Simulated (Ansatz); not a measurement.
## Single-point calculation, with input and output: CaO (part 1 of 2)

- system: CaO (slab, 24 atoms in the cell)
- method: DFT PBE+D3(BJ), scalar-relativistic, plane waves, PAW, no spin polarisation (Ansatz 0.2.0)

The structure derives from an entry of the Crystallography Open Database. It belongs to a series of runs on one base structure; here: the slab at its places in the relaxed adsorbed structure. Figures and captions count atoms from 1; the log counts them from 0 in places.

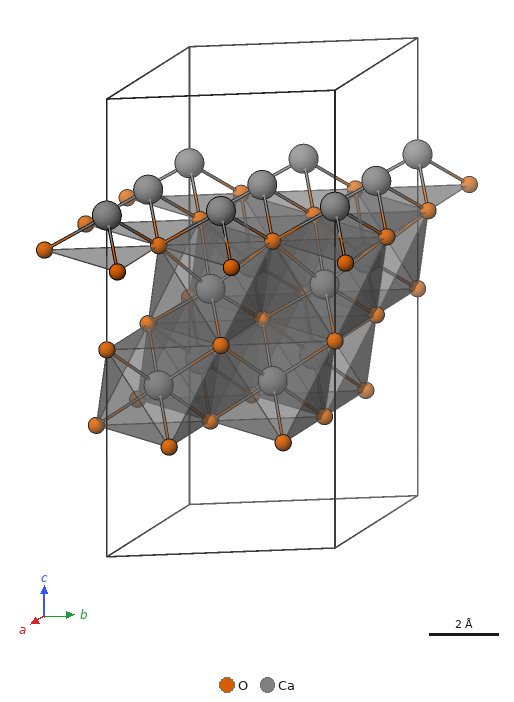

**Figure 1.** The input geometry (polyhedral view of the cell of the calculation, with the vacuum cut short, seen slightly off an axis; polyhedra are completed across the faces of the cell). An atom can appear more than once, as a periodic image.

**The input**
```yaml
crystal:
  lattice:
    - [6.7646985745, 0.0, 0.0]
    - [-3.3823492873, 5.8584008145, 0.0]
    - [0.0, 0.0, 27.9409915714]
  atoms:
    - { symbol: O, position: [0.1666666667, 0.3333333333, 0.2863176841] }
    - { symbol: O, position: [0.1666666667, 0.8333333333, 0.2863176841] }
    - { symbol: O, position: [0.6666666667, 0.3333333333, 0.2863176841] }
    - { symbol: O, position: [0.6666666667, 0.8333333333, 0.2863176841] }
    - { symbol: Ca, position: [0.3333333333, 0.1666666667, 0.3357374877] }
    - { symbol: Ca, position: [0.3333333333, 0.6666666667, 0.3357374877] }
    - { symbol: Ca, position: [0.8333333333, 0.1666666667, 0.3357374877] }
    - { symbol: Ca, position: [0.8333333333, 0.6666666667, 0.3357374877] }
    - { symbol: O, position: [0.5, 0.5, 0.3851572913] }
    - { symbol: O, position: [0.5, 0.0, 0.3851572913] }
    - { symbol: O, position: [0.0, 0.5, 0.3851572913] }
    - { symbol: O, position: [0.0, 0.0, 0.3851572913] }
    - { symbol: Ca, position: [0.666703227, 0.3333764501, 0.4290738283] }
    - { symbol: Ca, position: [0.6666721261, 0.8333010677, 0.429070109] }
    - { symbol: Ca, position: [0.1666114052, 0.3332812334, 0.4291175724] }
    - { symbol: Ca, position: [0.16657303, 0.8332845812, 0.4290787016] }
    - { symbol: O, position: [0.8331970432, 0.6664439107, 0.4867774241] }
    - { symbol: O, position: [0.8335061155, 0.1668026473, 0.4867494888] }
    - { symbol: O, position: [0.3331350159, 0.6662831956, 0.4866417181] }
    - { symbol: O, position: [0.3330907287, 0.1667693349, 0.4866254876] }
    - { symbol: Ca, position: [0.0001280369, 0.500145402, 0.5303928258] }
    - { symbol: Ca, position: [-0.0002126812, -0.0003364655, 0.5302715293] }
    - { symbol: Ca, position: [0.4998409448, 0.4998632297, 0.5303244775] }
    - { symbol: Ca, position: [0.4995501028, -0.0002197038, 0.5299500833] }
basis:
  ecutwfc: 420
kpoints:
  mp_grid: { grid: [3, 3, 1] }
hamiltonian:
  xc: pbe
  dispersion: d3bj
scf:
  occupations: { method: gaussian, width: 0.05 }
output:
  forces: true
  eigenvalues: true
  write_density: true
  volumetric_format: npy
efield:
  axis: 3
  dipole_correction: true
  ramp_width: 0.04
```

Launched with:
```bash
ansatz run input.yaml --threads 4 --pin off --max-ram 10240MiB --backend cpu --events-out ev --progress --plain --runs-dir out
```

**Log**
```
Engine: ansatz 0.2.0, aarch64-unknown-linux-gnu
Pseudopotentials: kind: paw
Pseudopotential: O, paw, valence charge 6, recommended cutoff 420 eV (normal), O.paw.azcp
Pseudopotential: Ca, paw, valence charge 10, recommended cutoff 420 eV (normal), Ca.paw.azcp
Functional definition: PBE
  parameter kappa = 0.804
  parameter beta = 0.06672455060314922
  exchange = pbe_x(kappa = kappa, mu = beta*pi^2/3)
  correlation = pbe_c(beta = beta)
Crystal: 24 atoms, lattice volume = 1107.310 Å³
Basis set: ecut = 420 eV, 21645 PW (Γ), exchange–correlation on 96×96×384 points (8 copies of the dense FFT grid, shifted against one another)
Bands: 120, of which v1, the nominal top of the filled ones, is band 96 counted from 1 (95 counted from 0)
Symmetry: 1 space group operations
Space group: P1 (ITA 1), of the structure as read, at distance tolerance 1.0e-4 Å
k-points: 5 of 9 (time reversal used)
Non-local potential: O, projectors of the file, l = 0: 2, l = 1: 2, l = 2: 1
Non-local potential: Ca, projectors of the file, l = 0: 3, l = 1: 2, l = 2: 2
PAW form: soft (Blöchl's): semilocal exchange-correlation on the pseudo side does not see the compensation charge
PAW one-centre angular grid: O, 110 points (default); XC on 64 Gauss nodes
PAW one-centre angular grid: Ca, 110 points (default); XC on 64 Gauss nodes
Initial density: superposition of atomic densities (neutral atoms: chi_scale 0, normalization atom), corrected by the library's trained network
Initial wavefunctions: pseudopotential atomic-orbital guess
Functional: x = pbe(κ = 0.804, μ = 0.2195149727645171), c = pbe(β = 0.06672455060314922)
SCF iter   1: F=—  HF=-28636.000007 eV  |F-HF|=—  |Δ(HF+E_count)|=         —  Δρ=1.51e-2  dr2=2.88e1  ethr=1.77e-3  p=1.156 e·Å  D=1.89e-1 V/Å  ΔV_dip=-5.28 eV  dr2_dipole=1.14e1  V_vac-E_F(+/−)=4.22/9.50 eV  ⟨swp⟩=13.2  Hψ=3808  notcnv=0  defer=49
efield: sawtooth ramp at fractional position 0.8884 (placed from the atoms, in the widest stretch of the axis that holds none; the zero of the levels goes with the place), width 0.0400; the density the first Hamiltonian is built on has a dipole p = 1.156 e·Å; the dipole correction subtracts the counter field D = 1.89e-1 V/Å, which shifts the + side's vacuum level by -5.28 eV against the − side's; the planar-averaged density in the ramp window peaks in size at 6.7e-7 e/Å³
preconditioner: auto → LDOS  [insulator: Δε(μ)=0.078 eV  Ē_g=15.520 eV  σ=0.050 eV  W_gap=0.70  n_scr=150 (ndim 8)  ℏωp=14.5 eV  f_vac=0.621  D(μ)=18.25/eV (n_scr^D=92)  ε∞_Penn≈1.9  β→1.0]
SCF iter   2: F=—  HF=-29884.583867 eV  |F-HF|=—  |Δ(HF+E_count)|=    1.25e3  Δρ=4.41e-1  dr2=5.96e4  ethr=1.77e-3  p=8.827 e·Å  D=1.44e0 V/Å  ΔV_dip=-40.30 eV  dr2_dipole=4.31e4  V_vac-E_F(+/−)=-8.60/31.71 eV  ⟨swp⟩=44.0  Hψ=17138  notcnv=1  defer=83  recentre
SCF iter   3: F=—  HF=-28635.366436 eV  |F-HF|=—  |Δ(HF+E_count)|=    1.25e3  Δρ=6.83e-3  dr2=8.47e-1  ethr=1.77e-3  p=1.279 e·Å  D=2.09e-1 V/Å  ΔV_dip=-5.84 eV  dr2_dipole=2.29e-1  V_vac-E_F(+/−)=3.62/9.45 eV  ⟨swp⟩=18.6  Hψ=9074  notcnv=0  defer=66
SCF iter   4: F=—  HF=-28635.328315 eV  |F-HF|=—  |Δ(HF+E_count)|=   3.81e-2  Δρ=3.63e-3  dr2=2.37e-1  ethr=4.41e-4  p=1.186 e·Å  D=1.94e-1 V/Å  ΔV_dip=-5.41 eV  dr2_dipole=1.55e-2  V_vac-E_F(+/−)=4.05/9.46 eV  ⟨swp⟩=2.4  Hψ=763  notcnv=0  defer=73
SCF iter   5: F=—  HF=-28635.344470 eV  |F-HF|=—  |Δ(HF+E_count)|=   1.62e-2  Δρ=9.20e-3  dr2=6.51e0  ethr=1.23e-4  p=1.012 e·Å  D=1.65e-1 V/Å  ΔV_dip=-4.62 eV  dr2_dipole=2.24e0  V_vac-E_F(+/−)=4.89/9.52 eV  ⟨swp⟩=3.0  Hψ=952  notcnv=0  defer=77  recentre
SCF iter   6: F=—  HF=-28635.302857 eV  |F-HF|=—  |Δ(HF+E_count)|=   4.16e-2  Δρ=1.42e-3  dr2=1.79e-1  ethr=1.23e-4  p=1.054 e·Å  D=1.72e-1 V/Å  ΔV_dip=-4.81 eV  dr2_dipole=8.83e-2  V_vac-E_F(+/−)=4.68/9.50 eV  ⟨swp⟩=1.2  Hψ=691  notcnv=0  defer=77
SCF iter   7: F=—  HF=-28635.298844 eV  |F-HF|=—  |Δ(HF+E_count)|=   4.01e-3  Δρ=7.21e-4  dr2=2.34e-2  ethr=9.35e-5  p=1.036 e·Å  D=1.69e-1 V/Å  ΔV_dip=-4.73 eV  dr2_dipole=9.10e-3  V_vac-E_F(+/−)=4.80/9.53 eV  ⟨swp⟩=2.4  Hψ=632  notcnv=0  defer=77
SCF iter   8: F=—  HF=-28635.296980 eV  |F-HF|=—  |Δ(HF+E_count)|=   1.86e-3  Δρ=1.05e-3  dr2=7.86e-2  ethr=1.22e-5  p=1.058 e·Å  D=1.73e-1 V/Å  ΔV_dip=-4.83 eV  dr2_dipole=5.63e-3  V_vac-E_F(+/−)=4.70/9.54 eV  ⟨swp⟩=2.0  Hψ=563  notcnv=0  defer=77  recentre
SCF iter   9: F=—  HF=-28635.293315 eV  |F-HF|=—  |Δ(HF+E_count)|=   3.67e-3  Δρ=1.58e-3  dr2=8.01e-2  ethr=1.22e-5  p=1.137 e·Å  D=1.86e-1 V/Å  ΔV_dip=-5.19 eV  dr2_dipole=1.59e-2  V_vac-E_F(+/−)=4.34/9.53 eV  ⟨swp⟩=2.2  Hψ=646  notcnv=0  defer=77
SCF iter  10: F=—  HF=-28635.294946 eV  |F-HF|=—  |Δ(HF+E_count)|=   1.63e-3  Δρ=2.10e-3  dr2=4.70e-1  ethr=1.22e-5  p=1.218 e·Å  D=1.99e-1 V/Å  ΔV_dip=-5.56 eV  dr2_dipole=1.90e-1  V_vac-E_F(+/−)=3.97/9.54 eV  ⟨swp⟩=2.8  Hψ=571  notcnv=0  defer=77  recentre
SCF iter  11: F=—  HF=-28635.291857 eV  |F-HF|=—  |Δ(HF+E_count)|=   3.09e-3  Δρ=4.48e-4  dr2=2.92e-2  ethr=1.22e-5  p=1.213 e·Å  D=1.98e-1 V/Å  ΔV_dip=-5.54 eV  dr2_dipole=1.11e-2  V_vac-E_F(+/−)=4.00/9.54 eV  ⟨swp⟩=2.0  Hψ=583  notcnv=0  defer=77
SCF iter  12: F=—  HF=-28635.291790 eV  |F-HF|=—  |Δ(HF+E_count)|=   6.71e-5  Δρ=2.26e-4  dr2=2.82e-3  ethr=1.22e-5  p=1.216 e·Å  D=1.99e-1 V/Å  ΔV_dip=-5.55 eV  dr2_dipole=1.03e-3  V_vac-E_F(+/−)=3.98/9.53 eV  ⟨swp⟩=1.0  Hψ=523  notcnv=0  defer=77
SCF iter  13: F=—  HF=-28635.291796 eV  |F-HF|=—  |Δ(HF+E_count)|=   5.70e-6  Δρ=1.73e-4  dr2=3.36e-3  ethr=1.47e-6  p=1.218 e·Å  D=1.99e-1 V/Å  ΔV_dip=-5.56 eV  dr2_dipole=1.31e-3  V_vac-E_F(+/−)=3.97/9.53 eV  ⟨swp⟩=1.4  Hψ=530  notcnv=0  defer=77
SCF iter  14: F=—  HF=-28635.291828 eV  |F-HF|=—  |Δ(HF+E_count)|=   3.18e-5  Δρ=3.02e-4  dr2=1.77e-3  ethr=1.47e-6  p=1.219 e·Å  D=1.99e-1 V/Å  ΔV_dip=-5.57 eV  dr2_dipole=5.93e-4  V_vac-E_F(+/−)=3.97/9.53 eV  ⟨swp⟩=1.0  Hψ=523  notcnv=0  defer=77
SCF iter  15: F=—  HF=-28635.291806 eV  |F-HF|=—  |Δ(HF+E_count)|=   2.10e-5  Δρ=7.72e-5  dr2=4.91e-4  ethr=9.22e-7  p=1.220 e·Å  D=1.99e-1 V/Å  ΔV_dip=-5.57 eV  dr2_dipole=1.94e-4  V_vac-E_F(+/−)=3.96/9.53 eV  ⟨swp⟩=1.4  Hψ=536  notcnv=0  defer=77
SCF iter  16: F=—  HF=-28635.291805 eV  |F-HF|=—  |Δ(HF+E_count)|=   1.88e-6  Δρ=3.55e-5  dr2=5.65e-5  ethr=2.56e-7  p=1.220 e·Å  D=1.99e-1 V/Å  ΔV_dip=-5.57 eV  dr2_dipole=2.02e-5  V_vac-E_F(+/−)=3.96/9.53 eV  ⟨swp⟩=1.4  Hψ=565  notcnv=0  defer=77
SCF iter  17: F=—  HF=-28635.291822 eV  |F-HF|=—  |Δ(HF+E_count)|=   1.79e-5  Δρ=2.18e-5  dr2=6.52e-6  ethr=2.94e-8  p=1.219 e·Å  D=1.99e-1 V/Å  ΔV_dip=-5.57 eV  dr2_dipole=1.25e-6  V_vac-E_F(+/−)=3.97/9.53 eV  ⟨swp⟩=1.8  Hψ=690  notcnv=0  defer=77
SCF iter  18: F=—  HF=-28635.291823 eV  |F-HF|=—  |Δ(HF+E_count)|=   3.17e-7  Δρ=5.89e-6  dr2=4.60e-7  ethr=3.40e-9  p=1.220 e·Å  D=1.99e-1 V/Å  ΔV_dip=-5.57 eV  dr2_dipole=8.65e-10  V_vac-E_F(+/−)=3.96/9.53 eV  ⟨swp⟩=2.2  Hψ=651  notcnv=0  defer=77
SCF iter  19: F=—  HF=-28635.291823 eV  |F-HF|=—  |Δ(HF+E_count)|=   1.84e-7  Δρ=5.00e-6  dr2=4.42e-7  ethr=2.40e-10  p=1.220 e·Å  D=1.99e-1 V/Å  ΔV_dip=-5.57 eV  dr2_dipole=8.16e-8  V_vac-E_F(+/−)=3.96/9.53 eV  ⟨swp⟩=3.0  Hψ=847  notcnv=0  defer=77
SCF iter  20: F=—  HF=-28635.291823 eV  |F-HF|=—  |Δ(HF+E_count)|=   1.56e-7  Δρ=4.27e-6  dr2=1.01e-7  ethr=2.30e-10  p=1.220 e·Å  D=1.99e-1 V/Å  ΔV_dip=-5.57 eV  dr2_dipole=4.75e-9  V_vac-E_F(+/−)=3.96/9.53 eV  ⟨swp⟩=2.6  Hψ=714  notcnv=0  defer=77
SCF iter  21: F=-28635.291823 eV  HF=-28635.291823 eV  |F-HF|=1.79e-7  |Δ(HF+E_count)|=   1.28e-7  Δρ=1.01e-6  dr2=1.27e-8  ethr=5.21e-11  p=1.220 e·Å  D=1.99e-1 V/Å  ΔV_dip=-5.57 eV  dr2_dipole=2.90e-10  V_vac-E_F(+/−)=3.96/9.53 eV  ⟨swp⟩=34.6  Hψ=5425  notcnv=0
SCF 1 converged in 21 iterations: F = -28635.291823 eV  dr2 = 1.27e-8
  greatest PAW one-centre occupation: 0.996 electrons in one spin orbital (limit 2), on the Ca atom at site 23 (counted from 0), in its partial waves of l = 0
```

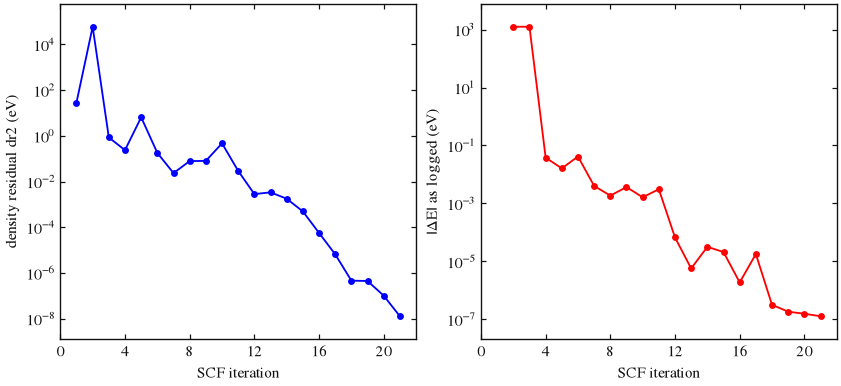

**Figure 2.** Convergence of the self-consistent field: density residual dr2 and size of the energy change against the SCF iteration. The residual falls unevenly and jumps up by a factor of two or more 4 times on the way down.

```
SCF converged after 21 iterations
Free energy (F): -28635.291823 eV
Harris-Foulkes:  -28635.291823 eV  (|F-HF|=1.79e-7)
Internal energy: -28635.238348 eV  (E = F + TS)
E sigma→0 (E₀):  -28635.265086 eV
Entropy (-TS):   -0.053476 eV (-2.228 meV/atom)
Fermi energy:    -1.664191 eV
Dipole field:    D = 0.199331 V/Å  (p = 1.219780 e·Å, saw-weighted, corrected)
Work function:   Φ+ = 3.9643 eV   Φ− = 9.5338 eV
Levels:          The Fermi level and band energies are counted from a zero that moves with the ramp; work functions are not
--- Per-component energies (eV) ---
  E_band       = -3431.533771
  E_kinetic    = 5454.354100
  E_local      = -206897.122183  (includes V_loc(G=0)·N_el)
  E_nonlocal   = 1342.710887
  E_hartree    = 100536.580690
  E_xc         = -2545.648780
  E_vxc        = -3201.428515  (∫ρ·V_xc dr)
  E_paw        = -12192.258623  (= ΣΔE_a)
  E_vpaw       = -1196.824769  (= ΣTr[D̂ρ^β])
  E_aug_tail   = 0.028490  (compensation charges beyond the density's cutoff)
  E_efield     = 0.121570  (sawtooth field / dipole correction)
  E_vefield    = -6.408206  (∫n·V_field dr)
  E_ewald      = 85670.758267
  E_disp       = -4.762765  (pairwise vdW)
  E_smearing   = -0.053476  (= −TS)
  E_closure    = -0.000000  (closes the sum)
  Σ components = -28635.291823   (vs F -28635.291823, Δ=0.00e0)
--- Forces (eV/Å), atoms counted from 1 ---
  atom   1  O     -0.00002494    -0.00013618     2.00098783
  atom   2  O      0.00003926     0.00012829     2.00128506
  atom   3  O      0.00001506    -0.00018801     2.00135653
  atom   4  O     -0.00004812     0.00015642     2.00129364
  atom   5  Ca    -0.00123454     0.00114942    -3.49255747
  atom   6  Ca    -0.00015992    -0.00206782    -3.49237232
  atom   7  Ca     0.00121966     0.00116684    -3.49377872
  atom   8  Ca    -0.00003038    -0.00049254    -3.49533372
  atom   9  O      0.00188738     0.00152513     1.49328155
  atom  10  O      0.00047370    -0.00081037     1.49864205
  atom  11  O     -0.00271833     0.00043229     1.49269894
  atom  12  O     -0.00163671    -0.00381346     1.49427417
  atom  13  Ca    -0.00098769     0.00537377    -0.00111065
  atom  14  Ca     0.00163061    -0.00516023    -0.00460301
  atom  15  Ca     0.00101742     0.00398297    -0.00236064
  atom  16  Ca    -0.00161457    -0.00415759    -0.00944783
  atom  17  O      0.00117126     0.00310093     0.00013466
  atom  18  O     -0.00397645    -0.00432544    -0.00231835
  atom  19  O     -0.00239885     0.00680791     0.00819898
  atom  20  O      0.00338204    -0.00604054     0.00764617
  atom  21  Ca    -0.00253794    -0.01646141    -0.01218418
  atom  22  Ca    -0.00731287     0.01274592    -0.00244139
  atom  23  Ca     0.00000521    -0.00247455    -0.00984067
  atom  24  Ca     0.01384294     0.00955533     0.01856774
  max |Σ_I F_I| component: 1.84e-5 eV/Å
--- Band table (eV; the first three rows and the last of 5) ---
```
